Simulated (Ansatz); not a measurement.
## Electronic structure of Zr16S31 (cell charge +2, with a compensating background) (cell with a defect) in real space

Input file:

```
crystal:
  lattice:
    - [-7.37041691, -6.3829682806, 6.7579064893]
    - [7.37041691, -6.3829682806, -6.7579064893]
    - [7.37041691, 6.3829682806, 6.7579064893]
  atoms:
    - { symbol: Zr, position: [0.7489805152, 0.8790751184, 0.122420333] }
    - { symbol: Zr, position: [0.498865793, 0.5097060783, -0.0017327615] }
    - { symbol: Zr, position: [0.7489805152, 0.1265601822, 0.3699053968] }
    - { symbol: Zr, position: [0.4948833142, 0.7523970595, 0.2424862547] }
    - { symbol: Zr, position: [0.2442674346, 0.3798145628, 0.1247264169] }
    - { symbol: Zr, position: [0.7394556031, 0.364712785, 0.6181063718] }
    - { symbol: Zr, position: [0.0013935127, -0.0008363532, 0.0003241149] }
    - { symbol: Zr, position: [0.498865793, 0.0005985545, 0.4891597147] }
    - { symbol: Zr, position: [0.2442674346, 0.6195410176, 0.3644528718] }
    - { symbol: Zr, position: [0.7394556031, 0.6213492313, 0.8747428181] }
    - { symbol: Zr, position: [-0.0021920191, 0.2495935049, 0.2482144761] }
    - { symbol: Zr, position: [0.4969362866, 0.2473679319, 0.7495683547] }
    - { symbol: Zr, position: [0.2831570983, 0.8688118085, 0.6281301108] }
    - { symbol: Zr, position: [0.0013935127, 0.5010693978, 0.5022298659] }
    - { symbol: Zr, position: [0.2831570983, 0.1550269876, 0.9143452898] }
    - { symbol: Zr, position: [-0.003478543, 0.7248609704, 0.7716604866] }
    - { symbol: S, position: [0.8168091077, 0.5498141219, 0.5298160531] }
    - { symbol: S, position: [0.0685976864, 0.1654100301, 0.8921023758] }
    - { symbol: S, position: [0.8168091077, 0.7869930546, 0.7669949859] }
    - { symbol: S, position: [0.5530819012, 0.4119008029, 0.6411810983] }
    - { symbol: S, position: [0.0515062631, 0.4155713933, 0.1359348699] }
    - { symbol: S, position: [0.3050983214, 0.0317850895, 0.521320119] }
    - { symbol: S, position: [0.8101700707, 0.0422737769, 0.0132702102] }
    - { symbol: S, position: [0.5528058167, 0.6672731247, 0.885744214] }
    - { symbol: S, position: [0.0685976864, 0.6764953106, 0.4031876563] }
    - { symbol: S, position: [0.3050983214, 0.2837782025, 0.7733132319] }
    - { symbol: S, position: [0.8101700707, 0.2968998605, 0.2678962938] }
    - { symbol: S, position: [0.5566284357, 0.9195289386, 0.137099497] }
    - { symbol: S, position: [0.30357982, 0.5416055738, 0.0121008569] }
    - { symbol: S, position: [0.5528058167, 0.1670616026, 0.3855326919] }
    - { symbol: S, position: [0.30357982, 0.7914789631, 0.2619742462] }
    - { symbol: S, position: [0.687230087, 0.71060478, 0.2289599328] }
    - { symbol: S, position: [0.4569607732, 0.3525956735, 0.1270010731] }
    - { symbol: S, position: [0.687230087, 0.9582701542, 0.476625307] }
    - { symbol: S, position: [0.4390449207, 0.585875354, 0.3531695668] }
    - { symbol: S, position: [0.1895168004, 0.2107284314, 0.2307633071] }
    - { symbol: S, position: [0.6870891431, 0.20547951, 0.7284285757] }
    - { symbol: S, position: [0.9367681522, 0.8322255199, 0.1053828488] }
    - { symbol: S, position: [0.4569607732, 0.8299597001, 0.6043650997] }
    - { symbol: S, position: [0.1895168004, 0.4587534933, 0.478788369] }
    - { symbol: S, position: [0.6870891431, 0.4586605674, 0.9816096331] }
    - { symbol: S, position: [0.9389245336, 0.0835213292, 0.3554032044] }
    - { symbol: S, position: [0.4348694521, 0.0782253755, 0.8566440766] }
    - { symbol: S, position: [0.1919458336, 0.7146394434, 0.7351312791] }
    - { symbol: S, position: [0.9367681522, 0.3313853033, 0.6045426323] }
    - { symbol: S, position: [0.1919458336, 0.9568145545, 0.9773063902] }
    - { symbol: S, position: [0.9349038722, 0.5680754612, 0.8668284111] }
  host:
    lattice:
      - [3.685208455, 0.0, 0.0]
      - [-1.8426042275, 3.1914841403, 0.0]
      - [0.0, 0.0, 6.7579064893]
    atoms:
      - { symbol: Zr, position: [0.0, 0.0, 0.0] }
      - { symbol: S, position: [0.6666666667, 0.3333333333, 0.7856835549] }
      - { symbol: S, position: [0.3333333333, 0.6666666667, 0.2143164451] }
total_charge: 2
basis:
  ecutwfc: 420
  xc_grid: 2
kpoints:
  mp_grid: { grid: [2, 2, 2], shift: [0.5, 0.5, 0.5] }
hamiltonian:
  xc: pbe
scf:
  occupations: { method: gaussian, width: 0.01 }
output:
  forces: true
  stress: false
  eigenvalues: true
  charged_corrections:
    defect_position: [0.05950844, 0.91666667, 0.64284178]
    epsilon: [[53.0164, 0.0, 0.0], [0.0, 53.0164, 0.0], [0.0, 0.0, 3.7275]]
  write_density: true
  write_potential: true
  elf: true
  volumetric_format: npy
relax:
  adjacent_minimum: "off"
  f_tol: 0.025
  max_steps: 45
```

Command:

```sh
ansatz run input.yaml --threads 4 --pin off --max-ram 10240MiB --backend cpu --events-out ev --progress --plain --runs-dir out
```

The fields are those of the run's last geometry, not of the input's.

These are results of DFT PBE, scalar-relativistic, plane waves, PAW (Ansatz), not measurements.

Core electrons are frozen (PAW), and the valence fields are smoothed inside the atomic spheres.

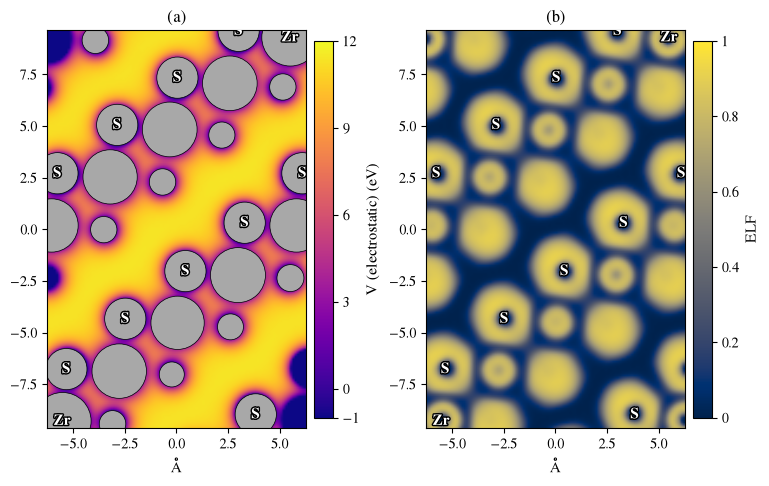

Figure 1. (a) electrostatic potential energy of an electron; (b) ELF on the (011) plane of the calculation cell. Grey discs cover the atomic cores in the potential map.

### Describe what can be read from this map.

Atoms in the plane: Zr and S. Atoms just off the plane (Zr, 0.4 Å away and S, 0.8 Å away) can leave unmarked features too. Zr–S (2.52 Å): the ELF peaks at about 0.85 in the valence shell of S, 0.8 Å from its nucleus, and is about 0.40 at the midpoint. The features right at Zr lie inside the PAW spheres, where the map follows smoothed inner orbitals and isn't to be read closely. Outside the cores the potential energy rises away from the atoms and is highest about 2.3 Å from the nearest atoms; its zero is arbitrary.

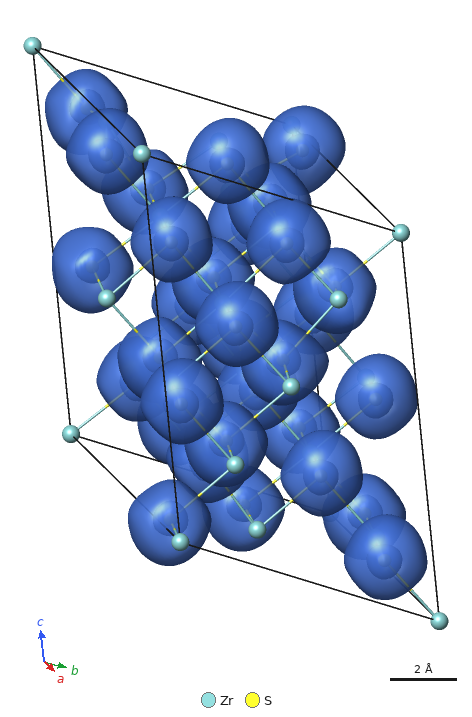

Figure 2. Isosurface of the electron localisation function at 0.7 (blue), seen slightly off an axis. Only the valence region is drawn (cores and ρ < 0.01 e/Å³ removed). Sticks mark near contacts.

### Where are the electrons localised?

The ELF exceeds this value in 31 regions wrapped around S (the valence shell of each), counted in one cell of 47 atoms. Any copies at cell faces, edges or corners count once.


Zr–S (2.38 Å): the ELF peaks at about 0.85 in the valence shell of S, 0.8 Å from its nucleus, and is about 0.45 at the midpoint.

### Does the calculation give a band gap?

It is gapped, with a Kohn–Sham gap of 1.4 eV on the k-point mesh, an upper bound to the gap of this method.
